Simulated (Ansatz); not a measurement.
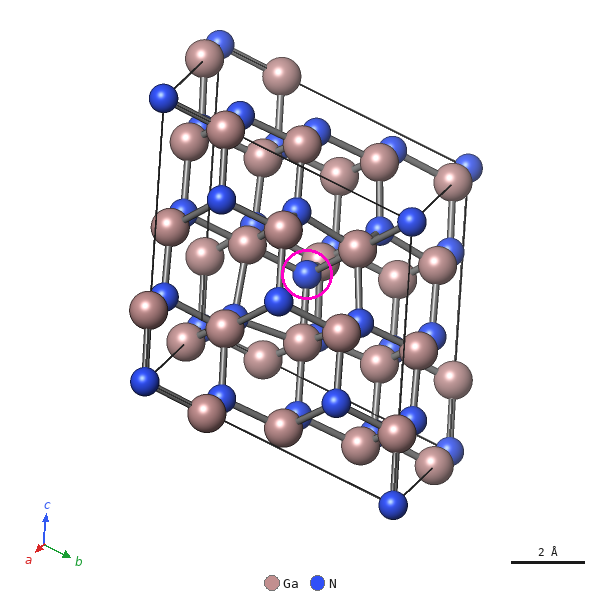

View slightly off an axis, drawn as a ball-and-stick model. The edges of the supercell are marked. The host is GaN, in a cell of 32 sites, and the cell carries a charge of -2. A ring marks the defect's site.

What imperfection does the supercell contain?

Answer. An interstitial nitrogen atom. It is bonded to four Ga in a tetrahedral arrangement at about 1.9 Å.

Method used: DFT PBE, scalar-relativistic, plane waves, PAW (Ansatz). It ran with an energy cutoff of 420 eV, a 2×2×2 sampling of the Brillouin zone, Gaussian smearing of 0.01 eV, collinear spins.

Is there a net moment in the defective cell?

Answer. Yes, 1.0 μB in the cell.

The atoms were relaxed in the host's cell with Ansatz 0.2.0, DFT PBE, scalar-relativistic, plane waves, PAW.
